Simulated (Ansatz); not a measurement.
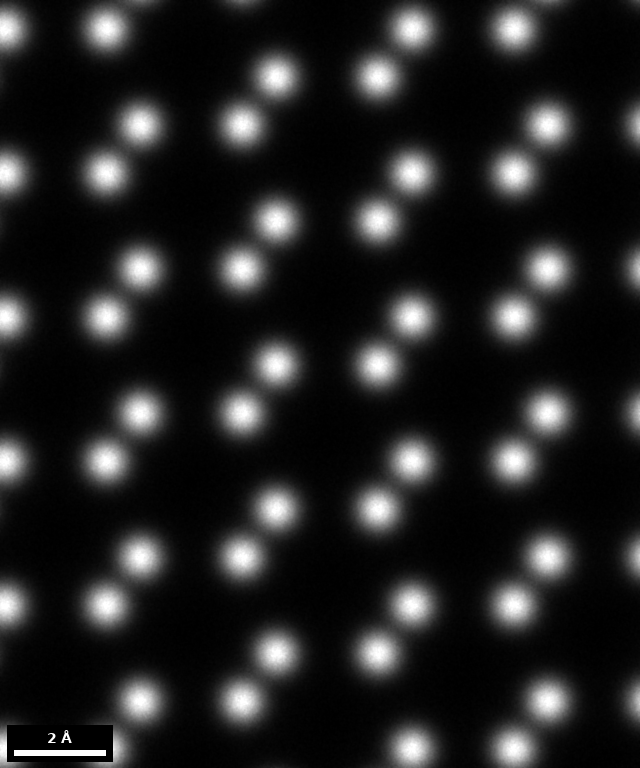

An image along [110] of one of the structures below (computed or model cells, partly hypothetical, each in its standard cell). The image is simulated as a sum over atoms of Z^1.7, blurred by a 0.72 Å probe (no channelling). The probe carries 15 % of its weight in a tail 2.5 times as wide. Shot noise was added.

A. Ni
Space group Im-3m (No. 229). a = 2.718 Å, b = 2.718 Å, c = 2.718 Å, α = 90.00°, β = 90.00°, γ = 90.00°
| atom | site | symmetry | x | y | z |
| --- | --- | --- | --- | --- | --- |
| Ni | 2a | m-3m | 0.0000 | 0.0000 | 0.0000 |

B. Ni
Space group Fd-3m:1 (No. 227). a = 5.146 Å, b = 5.146 Å, c = 5.146 Å, α = 90.00°, β = 90.00°, γ = 90.00°
```json
{"atom": "Ni", "site": "8b", "symmetry": "-43m", "x": "0.2500", "y": "0.2500", "z": "0.7500"}
```

C. Ni
Space group P6_3/mmc (No. 194). a = 2.447 Å, b = 2.447 Å, c = 4.038 Å, α = 90.00°, β = 90.00°, γ = 120.00°
```
atom  site  symmetry       x       y       z
  Ni    2c      -6m2  0.3333  0.6667  0.2500
```

D. Ni
Space group Pm-3m (No. 221). a = 2.349 Å, b = 2.349 Å, c = 2.349 Å, α = 90.00°, β = 90.00°, γ = 90.00°
```csv
atom,site,symmetry,x,y,z
Ni,1a,m-3m,0.0000,0.0000,0.0000
```

> Which of them gives this image?

B, Ni. Along [110] the projected cells are A 1.36 × 1.92 Å, 90°; B 3.15 × 3.15 Å, 109°; C 2.12 × 4.04 Å, 90°; D 1.66 × 2.35 Å, 90°. The image repeats as B does.

Structure B: coordinates from a relaxation with DFT, revPBE, plane waves (420 eV) with PAW, scalar-relativistic in Ansatz 0.2.0; the starting structure was generated, so it need not be a known form of this composition.
